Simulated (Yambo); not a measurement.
System: zincblende GaN, space group F-43m (No. 216), 2 atoms in the primitive cell; cubic a = 4.507 Å. Starting point: PBE, PseudoDojo 0.4 FR PBE stringent, non-collinear spin, zero start, spin-orbit coupling, 4×4×4 k mesh, 1551 eV cutoff, fixed occupations (Yambo). Many-body step: HF with cutoff of exchange and Vxc 114 Ry.

In PBE the smallest gap over these k points is 1.75 eV, with direct gaps of 1.75 eV at Γ, 5.63 eV at L and 6.05 eV at X.

Question: What does HF give?

Answer: Over the k points that were corrected, the smallest gap goes from 1.75 eV in PBE (direct at Γ) to 9.52 eV in HF (direct at Γ), a change of +7.77 eV (+444 %). Counted from the valence top, the lowest empty level moves by +7.77 eV at Γ, +8.57 eV at L and +7.72 eV at X; over the 8 points that were corrected the shifts run from +7.72 to +9.33 eV: a spread of 1.61 eV on a mean of 8.37 eV, so one scissor shift doesn't describe this level. The top filled level also moves against the valence top, by −0.82 eV at X.

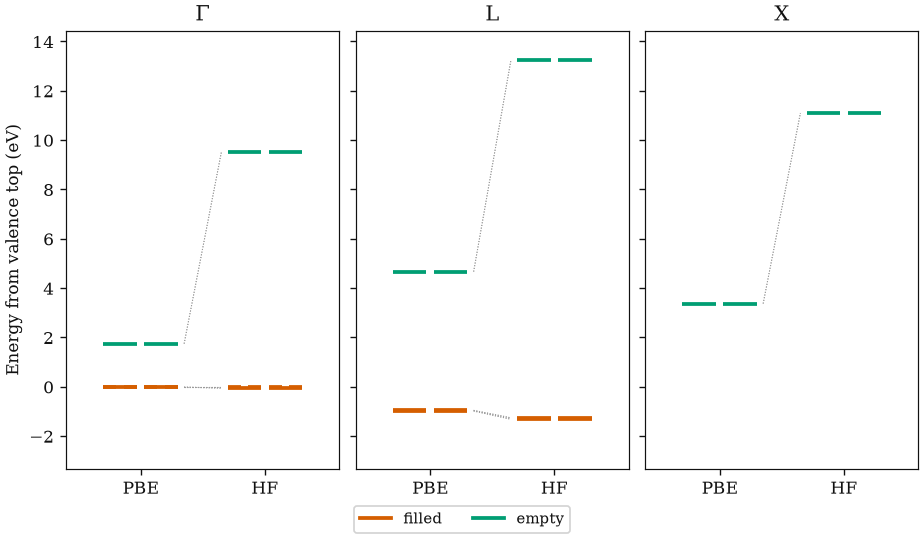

Levels at Γ, L and X in PBE and in HF, each set counted from its own valence top; each bar is one spinor state.

| k point | PBE direct gap (eV) | HF direct gap (eV) |
| --- | --- | --- |
| Γ | 1.75 | 9.52 |
| L | 5.63 | 14.49 |
| X | 6.05 | 14.59 |

Hartree-Fock has no screening and overstates gaps by far. The k mesh is coarse (spacing up to 0.60 Å⁻¹), so the values aren't converged. The usual form of GaN is wurtzite.
